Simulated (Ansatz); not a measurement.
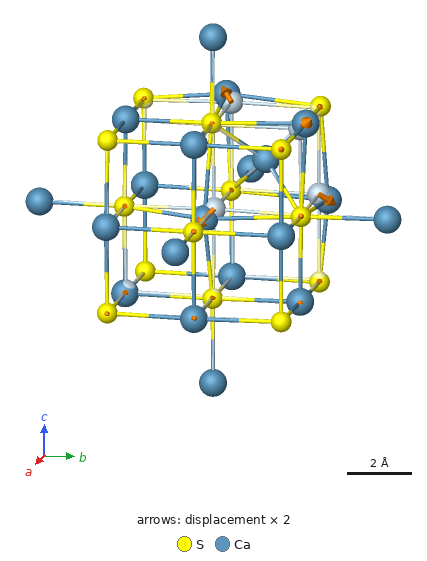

A relaxation of a defect cell of composition S32Ca33. The starting structure is drawn faded, the final one solid; orange arrows show the displacements, magnified 2 times.

The picture is a ball-and-stick view of the atoms within 5.8 Å of the atom that moves most (axes of the cell of the calculation (origin shifted)), seen slightly off an axis.

These are results of Ansatz, DFT, PBEsol, PAW, plane waves, not measurements. Set-up: plane-wave cutoff 420 eV; k-point mesh 1 × 1 × 1; mesh shifted by (0.25, 0.25, 0.25); no spin polarisation; atoms relaxed in a fixed cell; force threshold 0.03 eV/Å; at most 80 steps.

Atoms of which element are displaced furthest, and by how much?

Calcium: up to 0.45 Å, against 0.10 Å for sulfur.

Describe the change and its energy.

A Ca atom moves most: 0.45 Å along [1 −1 −1]. Largest moves by element: Ca 0.45 Å, S 0.10 Å. The cell stays as it was. Among the contacts that change: Ca–Ca 2.358 → 2.843 Å, Ca–Ca 2.439 → 2.845 Å, Ca–Ca 2.492 → 2.844 Å, Ca–S 2.757 → 3.103 Å. Bond angles that change, for instance: S–Ca–S 178.5° → 168.1°, S–Ca–S 88.8° → 99.0°, S–Ca–S 177.8° → 168.2°. After 4 geometry steps the energy has fallen by 2.270 eV per cell of the calculation. The largest force component goes from 2.1 to 0.011 eV/Å. Cost: 7.5 s on 1 × NVIDIA GB300 Max-Q with 8 threads of Arm Neoverse-V2, peak memory 1.9 GiB.
